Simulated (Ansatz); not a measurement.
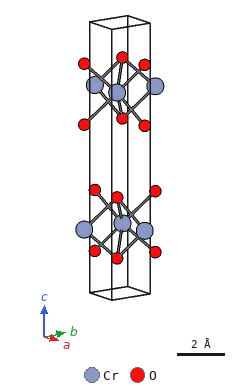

This is the input geometry for a relaxation of solid CrO$_{2}$ (a generated structure, set up in P6_3/mmc) (coarse preliminary run). The picture is a ball-and-stick view of the cell of the calculation, seen slightly off an axis.

Case: Mo → Cr, Se → O on all its sites, cell and atoms relaxed.

All numbers below come from Ansatz, DFT PBE, scalar-relativistic, plane waves, PAW.

The input:
```yaml
crystal:
  lattice:
    - [2.6036480525, 0.0, 0.0]
    - [-1.3018240263, 2.254825356, 0.0]
    - [0.0, 0.0, 11.6245148143]
  atoms:
    - { symbol: Cr, position: [0.6666666667, 0.3333333333, 0.75] }
    - { symbol: Cr, position: [0.3333333333, 0.6666666667, 0.25] }
    - { symbol: O, position: [0.3333333333, 0.6666666667, 0.8625458242] }
    - { symbol: O, position: [0.6666666667, 0.3333333333, 0.3625458242] }
    - { symbol: O, position: [0.3333333333, 0.6666666667, 0.6374541758] }
    - { symbol: O, position: [0.6666666667, 0.3333333333, 0.1374541758] }
basis:
  ecutwfc: 420
kpoints:
  mp_grid: { grid: [12, 12, 2] }
hamiltonian:
  xc: pbe
scf:
  occupations: { method: gaussian, width: 0.1 }
output:
  forces: true
  stress: true
  eigenvalues: true
relax:
  adjacent_minimum: "off"
  f_tol: 0.05
  max_steps: 60
  cell: { stress_tol: 0.5 }
```

Launched with:
```bash
ansatz run input.yaml --threads 1 --pin off --max-ram 2560MiB --backend cpu --events-out ev --progress --plain --runs-dir out
```

**What does the optimiser find from here?**

Over 4 accepted moves (5 points after the start) the energy falls by 1.213 eV per cell of the calculation. The largest force component goes from 3.7 to 0.0082 eV/Å. The pressure goes from −17.91 to 0.15 GPa. At 1 point the geometry stayed and the basis and grid were re-selected for the new cell (energy shift of 2.6 meV per cell of the calculation at most each time). The largest moves relative to the cell, 0.15 Å, are those of O3, O4, O5 and O6. O5 goes along +c. Cr stays in place. The drawn cell changes as follows: a = b 2.604 → 2.620 Å (+0.6 %), c 11.625 → 11.565 Å (−0.5 %); the volume changes by +0.7 %. Some distances before and after: Cr1–O3 1.993 → 1.904 Å, Cr1–Cr1 2.604 → 2.620 Å. Bond angles that change, for instance: O3–Cr1–O5 82.1° → 74.8°, O3–Cr1–O3 81.6° → 87.0°, Cr1–O3–Cr1 81.6° → 87.0°. The space group stays P6_3/mmc (No. 194).

The end point in the same view:

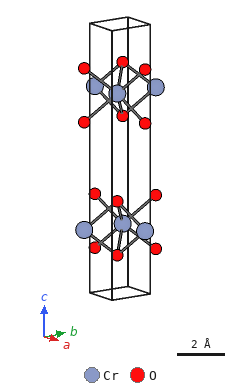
